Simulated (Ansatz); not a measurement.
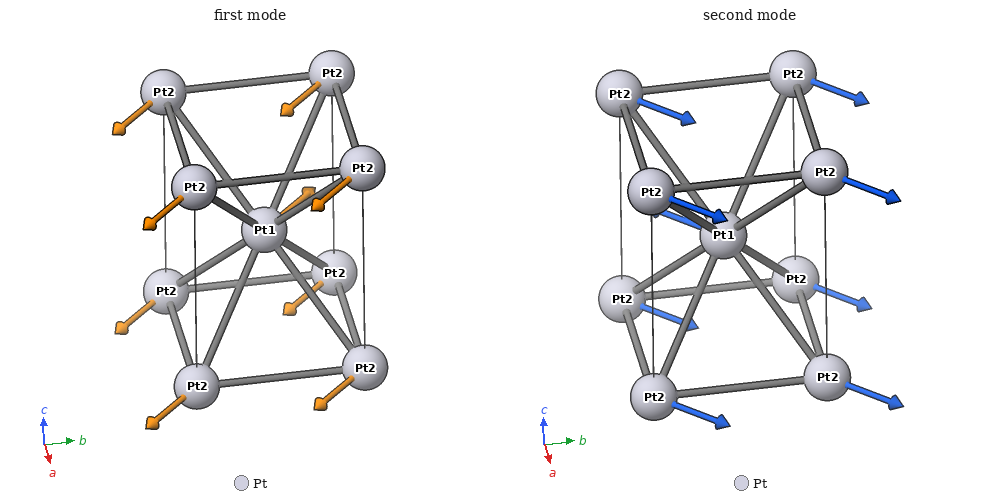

The system is Pt (Fm-3m, No. 225; 2 atoms in the cell); the picture shows the reference structure; its two panels give the patterns of the first and the second mode as arrows. 
- The energy is mapped over two normal modes frozen in (zone-centre modes of the 2-atom cell of this scan, which folds in the wave vector (0, 1/2, 1/2) of the primitive cell).
- Coordinates scanned: (1) amplitude of mode 4 (131 cm⁻¹), largest displacement; (2) amplitude of mode 5 (131 cm⁻¹), largest displacement.
- Nothing is relaxed (the cell and all other modes fixed).
- Grid: 11 × 11 points; 21 points were computed and 100 follow by symmetry.
- Points are written as (first, second).
- Energies: meV per cell, counted from the lowest grid point.
- The calculation used DFT PBEsol, scalar-relativistic, plane waves, PAW (Ansatz). Settings: cutoff 420 eV, k-mesh 16×16×12 in the order of the run's cell vectors, gaussian smearing 0.15 eV, no spin polarisation.

Its coordinates:

```xyz
2
Lattice="0.0000 -1.9590 -1.9590 0.0000 1.9590 -1.9590 3.9179 0.0000 0.0000" Properties=species:S:1:pos:R:3 pbc="T T T"
Pt    1.9590    0.0000   -1.9590
Pt    0.0000    0.0000    0.0000
```

The input of one point:

```yaml
crystal:
  lattice:
    - [0.0, -1.9589709029, -1.9589709029]
    - [0.0, 1.9589709029, -1.9589709029]
    - [3.9179418058, 0.0, 0.0]
  atoms:
    - { symbol: Pt, position: [0.5, 0.5, 0.5] }
    - { symbol: Pt, position: [0.0, 0.0, 0.0] }
basis:
  ecutwfc: 420
kpoints:
  mp_grid: { grid: [16, 16, 12] }
hamiltonian:
  xc: pbesol
  pseudopotentials: { kind: paw, azcp: { folder: soft_1 } }
scf:
  occupations: { method: gaussian, width: 0.15 }
output:
  forces: true
  stress: true
  eigenvalues: true
```

Range: amplitude of mode 4 (131 cm⁻¹), largest displacement from −0.111 to 0.111 Å; amplitude of mode 5 (131 cm⁻¹), largest displacement from −0.111 to 0.111 Å.

What landscape does the calculation give?

The lowest grid point is at (0.000 Å, 0.000 Å). No other kind of well shows on this grid. The highest grid point, (−0.111 Å, −0.111 Å), lies 246 meV above the lowest.

```tsv
second ↓, first →	−0.111	−0.089	−0.067	−0.044	−0.022	0.000	0.022	0.044	0.067	0.089	0.111
0.111	246	209	182	164	154	150	154	164	182	209	246
0.089	209	167	135	113	101	96	101	113	135	167	209
0.067	182	135	99	74	59	54	59	74	99	135	182
0.044	164	113	74	46	30	24	30	46	74	113	164
0.022	154	101	59	30	12	6	12	30	59	101	154
0.000	150	96	54	24	6	0	6	24	54	96	150
−0.022	154	101	59	30	12	6	12	30	59	101	154
−0.044	164	113	74	46	30	24	30	46	74	113	164
−0.067	182	135	99	74	59	54	59	74	99	135	182
−0.089	209	167	135	113	101	96	101	113	135	167	209
−0.111	246	209	182	164	154	150	154	164	182	209	246
```

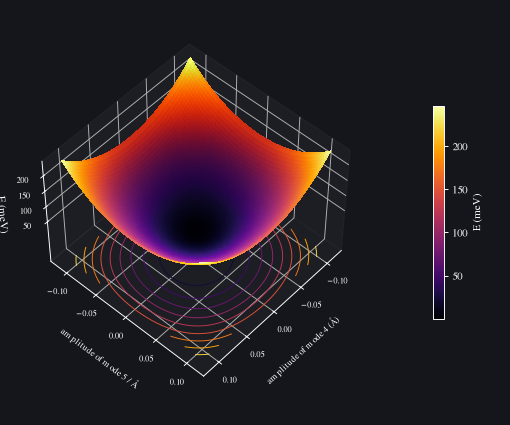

In the figure: a relief with its contours projected below. Between grid points the surface is interpolated.

Time for the 21 points that were run: 6.6 min on 2 threads of Arm Neoverse N1, with other jobs on the host.
